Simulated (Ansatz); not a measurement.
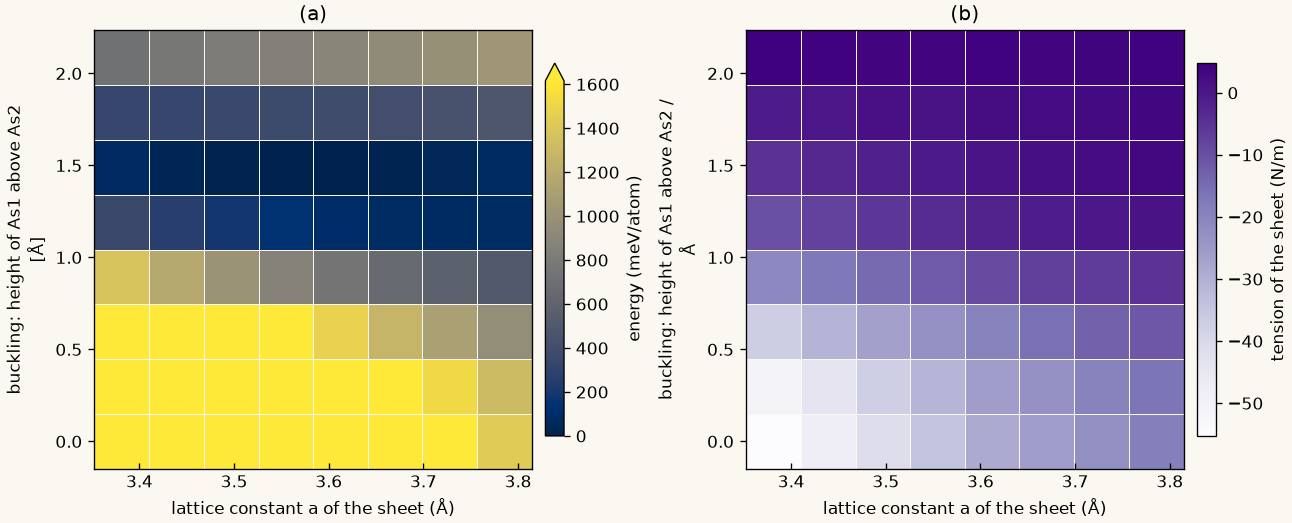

A two-dimensional sheet of As of the honeycomb type (2 atoms in the cell). 
- The lattice constant and the buckling of a sheet are varied, nothing relaxed.
- Coordinates scanned: (1) lattice constant a of the sheet (both vectors scaled alike); (2) buckling: height of As1 above As2.
- The scan uses an 8 × 8 grid.
- Points are written as (first, second).
- Energies: meV/atom, counted from the lowest grid point.
- Method: DFT PBE, scalar-relativistic, plane waves, PAW in Ansatz. Settings: cutoff 420 eV, k-mesh 9×9×1, gaussian smearing 0.02 eV, no spin polarisation.

Panel (a) is the energy and panel (b) the computed tension of the sheet on the same grid.

The picture shows one coloured cell a grid point, one colour for all values above the top of the scale.

How does the tension of the sheet vary over the map, and what is it at the lowest grid point?

It runs from −55 N/m at (3.381 Å, 0.000 Å) to 5 N/m at (3.381 Å, 2.086 Å). At the lowest grid point, (3.555 Å, 1.490 Å), it is 0 N/m.
